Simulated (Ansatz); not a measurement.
**Run report: Mg2O5, geometry relaxation (part 3 of 3)**

Mg2O5 (P6/mmm, 7 atoms in the cell); DFT PBE, scalar-relativistic, plane waves, PAW, spin-polarised (Ansatz 0.2.0); cutoff 420 eV, 12×12×6 k-mesh, Gaussian smearing of 0.1 eV, collinear spins. The structure was made by a generator, so it may or may not be a known phase.

Geometry of the input (Å; fractional positions):
```
4.2529  0.0000  0.0000
-2.1264  3.6831  0.0000
0.0000  0.0000  7.6364
Mg 0.0000  0.0000  0.0000
Mg 0.0000  0.0000  0.5000
O  0.5000  0.0000  0.5000
O  0.0000  0.5000  0.5000
O  0.5000  0.5000  0.5000
O  0.0000  0.0000  0.2389
O  0.0000  0.0000  0.7611
```

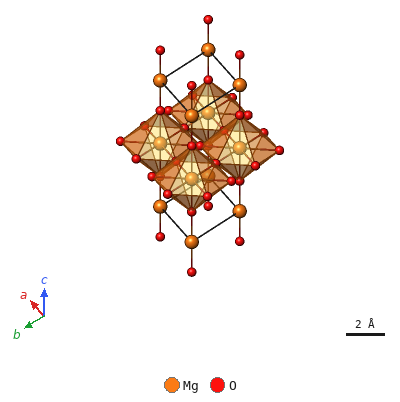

Fig. 1: The geometry at step 4 of the log (polyhedral view of the cell of the calculation, seen at an oblique angle; polyhedra are completed across the faces of the cell).

```
basis re-selected at this cell: Δ(F+E_penalty+E_count) = +2.569e-4 eV, ΔP = -0.002 GPa vs the last step (what re-selecting the basis moved, of the pressure what is left beyond the Pulay correction that the steps carried, after the strain that the cell walked since its last selection, with what the two solves' SCF thresholds leave and, on support functions, any second-order correction that the steps lacked; it is no measure of the basis error at this ecutwfc). This SCF's stress stands 1.53e-2 GPa from its target on what of the cell is left free (relax.cell.stress_tol is 5.00e-2 GPa) and its largest allowed force component is 2.69e-3 eV/Å (relax.f_tol is 1.00e-2 eV/Å): within both
SCF converged after 8 iterations
Magnetization: 2.8862 μB (26.4431 up, 23.5569 down)
Absolute magnetization: 2.9872 μB (∫|ρ↑−ρ↓|, with the PAW one-centre terms)
Spin contamination: 0.0154 ħ² per cell (⟨S²⟩ above its minimum at these occupations)
Per-site moments (μB) at R_I (Å): [(-0.0016705904170064712, 0.7521274613232464), (-0.004387782565762482, 0.8210378217831688), (0.5046528486727333, 0.8753375733977533), (0.5046528486727332, 0.8753375733977533), (0.5046528486727337, 0.8753375733977533), (0.5178311803174136, 0.7521274613232465), (0.5178311803174137, 0.7521274613232464)]
Free energy (F): -6673.190359 eV
Harris-Foulkes:  -6673.190359 eV  (|F-HF|=8.19e-12)
Internal energy: -6673.155598 eV  (E = F + TS)
E sigma→0 (E₀):  -6673.172978 eV
Entropy (-TS):   -0.034761 eV (-4.966 meV/atom)
Fermi energy:    0.866204 eV
--- Per-component energies (eV) ---
  E_band       = -940.768696
  E_kinetic    = 1003.563597
  E_local      = -6952.001734  (includes V_loc(G=0)·N_el)
  E_nonlocal   = 433.626049
  E_hartree    = 2666.652171
  E_xc         = -419.208899
  E_vxc        = -534.801778  (∫ρ·V_xc dr)
  E_paw        = -1367.729111  (= ΣΔE_a)
  E_vpaw       = -224.470581  (= ΣTr[D̂ρ^β])
  E_aug_tail   = 0.011400  (compensation charges beyond the density's cutoff)
  E_ewald      = -2038.069071
  E_smearing   = -0.034761  (= −TS)
  E_closure    = -0.000000  (closes the sum)
  Σ components = -6673.190359   (vs F -6673.190359, Δ=0.00e0)
--- Forces (eV/Å), atoms counted from 1 ---
  atom   1  Mg    -0.00000000    -0.00000000     0.00000000
  atom   2  Mg     0.00000000    -0.00000000     0.00000000
  atom   3  O     -0.00000000     0.00000000     0.00000000
  atom   4  O      0.00000000    -0.00000000     0.00000000
  atom   5  O      0.00000000     0.00000000     0.00000000
  atom   6  O      0.00000000     0.00000000    -0.00269085
  atom   7  O      0.00000000     0.00000000     0.00269085
  max |Σ_I F_I| component: 1.04e-30 eV/Å
--- Stress (GPa, compression-positive) ---
       -0.013235       0.000000       0.000000
        0.000000      -0.013235       0.000000
        0.000000       0.000000       0.015262
  P = ⅓ Tr σ = -0.0037 GPa (-0.037 kbar)
--- Band table (eV; the first three rows and the last of 152) ---
  k-point 0 ↑: bands = ["-73.4071", "-71.0721", "-40.2629", "-40.2629", "-39.9826", "-37.8637", "-37.8637", "-37.7820", "-18.5109", "-15.3912", "-15.2514", "-15.1586", "-15.1586", "-5.1867", "-3.7992", "-3.7992", "-2.9935", "-2.0143", "-0.7015", "-0.3576", "-0.3576", "-0.3523", "-0.3523", "-0.2510", "-0.2510", "1.2697", "2.5191", "2.5191", "2.6635", "8.2599", "10.3094", "10.9065", "10.9065", "11.5121"]
  k-point 1 ↑: bands = ["-73.4071", "-71.0721", "-40.2629", "-40.2629", "-39.9826", "-37.8637", "-37.8637", "-37.7820", "-18.5107", "-15.3936", "-15.2494", "-15.1586", "-15.1586", "-5.1868", "-3.7991", "-3.7991", "-3.0187", "-1.9231", "-0.7947", "-0.3742", "-0.3742", "-0.3524", "-0.3524", "-0.2342", "-0.2342", "1.2697", "2.5192", "2.5192", "2.7199", "8.0338", "10.6417", "10.8985", "10.8985", "11.5259"]
  k-point 2 ↑: bands = ["-73.4071", "-71.0721", "-40.2629", "-40.2629", "-39.9826", "-37.8637", "-37.8637", "-37.7820", "-18.5103", "-15.3982", "-15.2455", "-15.1586", "-15.1586", "-5.1869", "-3.7990", "-3.7990", "-3.0632", "-1.6932", "-1.0326", "-0.3987", "-0.3987", "-0.3520", "-0.3520", "-0.2091", "-0.2091", "1.2696", "2.5191", "2.5191", "2.8329", "7.6802", "10.8828", "10.8828", "11.2851", "11.5543"]
  k-point 75 ↓: bands = ["-73.4121", "-71.0786", "-40.2690", "-40.2690", "-39.9876", "-37.8727", "-37.8727", "-37.7901", "-16.2241", "-16.2241", "-14.6029", "-14.4002", "-14.0928", "-2.9428", "-2.0833", "-2.0833", "-1.3554", "-0.9670", "-0.9670", "-0.3084", "0.2285", "0.2285", "0.8476", "0.8476", "0.9055", "0.9055", "1.0500", "2.1024", "5.8513", "5.8513", "6.6561", "11.2409", "11.2409", "13.0987"]
--- Relaxed structure (4 steps of the walk, 4 accepted, 2 SCFs on fresh bases) ---
  F+E_penalty+E_count = -6673.19035872 eV   max|allowed force component| = 2.691e-3 eV/Å   (the final SCF, on the basis selected at the relaxed cell)
  cell:  # Å, volume = 118.9801 Å³
    - [4.2440609619285015, -2.8807525286163435e-11, 0.0]
    - [-2.1220304809393027, 3.6754646082543068, 0.0]
    - [0.0, 0.0, 7.627468039303832]
  atoms:
    - { symbol: Mg, position: [2.628701865577594e-36, 4.0949488538260806e-36, 0.0] }
    - { symbol: Mg, position: [2.2341900144414536e-36, 4.367296996118839e-36, 0.5] }
    - { symbol: O, position: [0.5, 0.0, 0.5] }
    - { symbol: O, position: [-2.7755575615628914e-17, 0.5, 0.5] }
    - { symbol: O, position: [0.5, 0.5, 0.5] }
    - { symbol: O, position: [2.141836319495098e-36, 6.069472885467185e-36, 0.23904909083617554] }
    - { symbol: O, position: [-1.5361420252083085e-35, -2.988048189772236e-35, 0.7609509091638245] }
--- Löwdin populations: 7 sites ---
  site symbol       q [e]    m [muB]
     0     Mg      8.3915    -0.0264
     1     Mg      8.3733    -0.0129
     2      O      6.3331     0.5396
     3      O      6.3331     0.5396
     4      O      6.3331     0.5396
     5      O      6.9806     0.6728
     6      O      6.9806     0.6728
  spilling = 0.005497 (of n_electrons = 50.000000)
```

## File populations.tsv
```
# site	symbol	l	j	q_up	q_dn
# orbitals = lowdin
# n_electrons = 50.000000
# spilling = 0.005497
0	Mg	0_2S	-	0.999518	0.999490
0	Mg	0_3S	-	0.183116	0.209584
0	Mg	1_2P	-	2.999907	2.999882
1	Mg	0_2S	-	0.999396	0.999361
1	Mg	0_3S	-	0.180892	0.193813
1	Mg	1_2P	-	2.999909	2.999898
2	O	0_2S	-	0.975506	0.970569
2	O	1_2P	-	2.460821	1.926198
3	O	0_2S	-	0.975506	0.970569
3	O	1_2P	-	2.460821	1.926198
4	O	0_2S	-	0.975506	0.970569
4	O	1_2P	-	2.460821	1.926198
5	O	0_2S	-	0.953382	0.949744
5	O	1_2P	-	2.873297	2.204127
6	O	0_2S	-	0.953382	0.949744
6	O	1_2P	-	2.873297	2.204127
```

## Trajectory as extended XYZ (Å, eV, eV/Å), 6 frames, from step=1 to step=6
```
7
Lattice="4.2529 0.0000 0.0000 -2.1264 3.6831 0.0000 0.0000 0.0000 7.6364" Properties=species:S:1:pos:R:3:forces:R:3 step=1 energy=-6673.18982 pressure_GPa=-0.26
Mg    0.0000    0.0000    0.0000    0.0000   0.0000   0.0000
Mg    0.0000    0.0000    3.8182    0.0000   0.0000   0.0000
O     2.1264    0.0000    3.8182    0.0000   0.0000   0.0000
O    -1.0632    1.8416    3.8182    0.0000   0.0000   0.0000
O     1.0632    1.8416    3.8182    0.0000   0.0000   0.0000
O     0.0000    0.0000    1.8242    0.0000   0.0000   0.0186
O     0.0000    0.0000    5.8122    0.0000   0.0000  -0.0186
7
Lattice="4.2499 0.0000 0.0000 -2.1250 3.6805 0.0000 0.0000 0.0000 7.6320" Properties=species:S:1:pos:R:3:forces:R:3 step=2 energy=-6673.19088 pressure_GPa=-0.15
Mg    0.0000    0.0000    0.0000    0.0000   0.0000   0.0000
Mg    0.0000    0.0000    3.8160    0.0000   0.0000   0.0000
O     2.1250    0.0000    3.8160    0.0000   0.0000   0.0000
O    -1.0625    1.8403    3.8160    0.0000   0.0000   0.0000
O     1.0625    1.8403    3.8160    0.0000   0.0000   0.0000
O     0.0000    0.0000    1.8237    0.0000   0.0000   0.0112
O     0.0000    0.0000    5.8083    0.0000   0.0000  -0.0112
7
Lattice="4.2457 0.0000 0.0000 -2.1229 3.6769 0.0000 0.0000 0.0000 7.6264" Properties=species:S:1:pos:R:3:forces:R:3 step=3 energy=-6673.19207 pressure_GPa=0.00
Mg    0.0000    0.0000    0.0000    0.0000   0.0000   0.0000
Mg    0.0000    0.0000    3.8132    0.0000   0.0000   0.0000
O     2.1229    0.0000    3.8132    0.0000   0.0000   0.0000
O    -1.0614    1.8384    3.8132    0.0000   0.0000   0.0000
O     1.0614    1.8384    3.8132    0.0000   0.0000   0.0000
O     0.0000    0.0000    1.8232    0.0000   0.0000  -0.0011
O     0.0000    0.0000    5.8032    0.0000   0.0000   0.0011
7
Lattice="4.2457 0.0000 0.0000 -2.1229 3.6769 0.0000 0.0000 0.0000 7.6264" Properties=species:S:1:pos:R:3:forces:R:3 step=4 energy=-6673.19038 pressure_GPa=-0.03
Mg    0.0000    0.0000    0.0000    0.0000   0.0000   0.0000
Mg    0.0000    0.0000    3.8132    0.0000   0.0000   0.0000
O     2.1229    0.0000    3.8132    0.0000   0.0000   0.0000
O    -1.0614    1.8384    3.8132    0.0000   0.0000   0.0000
O     1.0614    1.8384    3.8132    0.0000   0.0000   0.0000
O     0.0000    0.0000    1.8232    0.0000   0.0000  -0.0011
O     0.0000    0.0000    5.8032    0.0000   0.0000   0.0011
7
Lattice="4.2441 0.0000 0.0000 -2.1220 3.6755 0.0000 0.0000 0.0000 7.6275" Properties=species:S:1:pos:R:3:forces:R:3 step=5 energy=-6673.19062 pressure_GPa=-0.00
Mg    0.0000    0.0000    0.0000    0.0000   0.0000   0.0000
Mg    0.0000    0.0000    3.8137    0.0000   0.0000   0.0000
O     2.1220    0.0000    3.8137    0.0000   0.0000   0.0000
O    -1.0610    1.8377    3.8137    0.0000   0.0000   0.0000
O     1.0610    1.8377    3.8137    0.0000   0.0000   0.0000
O     0.0000    0.0000    1.8233    0.0000   0.0000  -0.0027
O     0.0000    0.0000    5.8041    0.0000   0.0000   0.0027
7
Lattice="4.2441 0.0000 0.0000 -2.1220 3.6755 0.0000 0.0000 0.0000 7.6275" Properties=species:S:1:pos:R:3:forces:R:3 step=6 energy=-6673.19036 pressure_GPa=-0.00
Mg    0.0000    0.0000    0.0000    0.0000   0.0000   0.0000
Mg    0.0000    0.0000    3.8137    0.0000   0.0000   0.0000
O     2.1220    0.0000    3.8137    0.0000   0.0000   0.0000
O    -1.0610    1.8377    3.8137    0.0000   0.0000   0.0000
O     1.0610    1.8377    3.8137    0.0000   0.0000   0.0000
O     0.0000    0.0000    1.8233    0.0000   0.0000  -0.0027
O     0.0000    0.0000    5.8041    0.0000   0.0000   0.0027
```

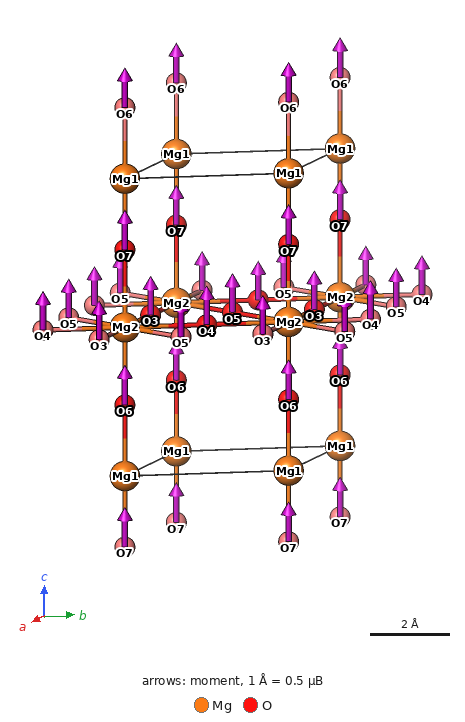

Fig. 2: Magnetic moments of the sites as pink arrows (ball-and-stick view of the cell of the calculation, seen slightly off an axis; neighbours outside the cell are drawn fainter; atoms are numbered from 1 in the order of the input); small moments hardly show. The run is collinear, so the axis drawn is arbitrary. Site moments: O6, O7 (0.52 μB); O3, O4, O5 (0.50 μB). They are counted near the atoms and needn't add up to the moment of the cell.

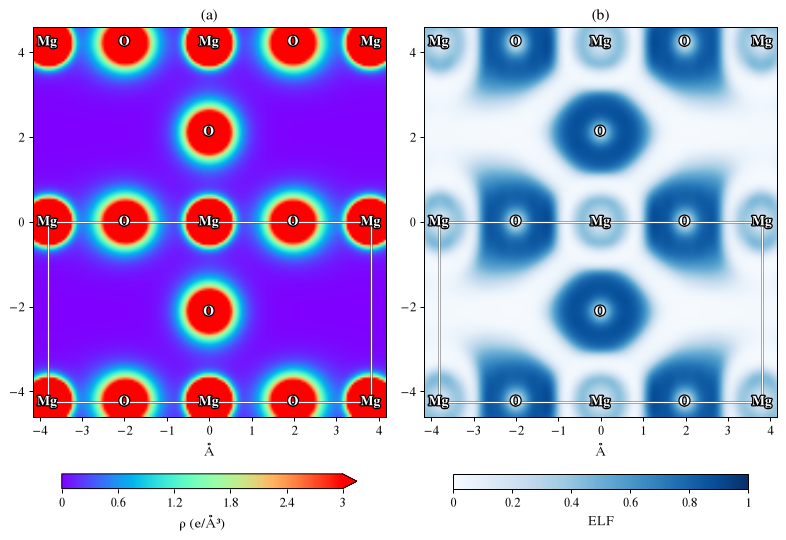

Fig. 3: (a) valence charge density (pseudo); (b) electron localisation function on the (11̄0) plane of the conventional cell. The section cuts through Mg and O sites. Mg–O (1.82 Å): ρ at the midpoint is about 0.65 e/Å³; the ELF is about 0.40 at the midpoint (no shared pair; the contact is polar). Mg–O (1.99 Å): ρ is about 0.42 e/Å³ halfway; the ELF is about 0.35 at the midpoint (a polar contact without a shared pair, in a metal). Away from the nuclei the density in this plane falls to 0.007 e/Å³ at its lowest. In a PAW calculation such maps are meaningful between the atoms, not at the nuclei.

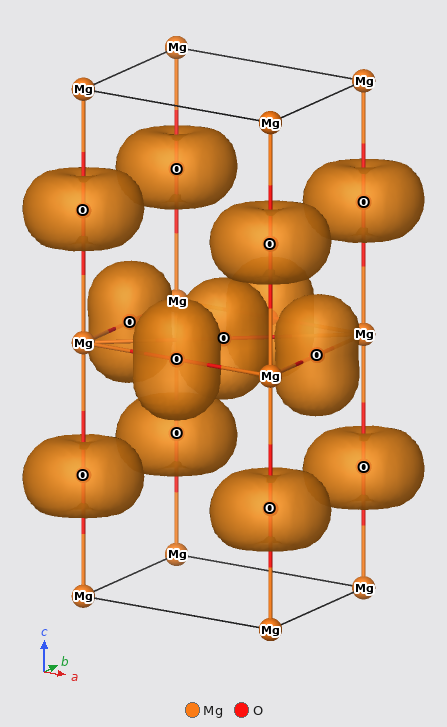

Fig. 4: Isosurface of the spin density (up minus down) at +0.06 e/Å³ (orange), seen slightly off an axis. Sticks mark near contacts. The outline is the cell set on symmetry axes. The cell of the calculation (7 atoms) carries 2.9 μB net.

## Results in brief

- outcome: converged
- space group (tolerance 0.01 Å): P6/mmm (191)
- electrons treated: 50
- free energy: −6673.1904 eV
- Fermi energy: 0.866 eV
- gap on the k-point mesh: none (metallic)
- net moment of the cell: 2.89 μB
- integrated absolute moment: 2.99 μB
- pressure: 0.00 GPa
- final volume: 118.98 Å³
- largest force (length of the vector) at the end: 0.003 eV/Å
- final cell: a = 4.244 Å, b = 4.244 Å, c = 7.627 Å, α = 90.00°, β = 90.00°, γ = 120.00°
- hardware: 1 thread of Arm Neoverse N1, 24 GiB of memory available, shared host
- wall time: 8.6 min
- peak memory: 0.66 GiB
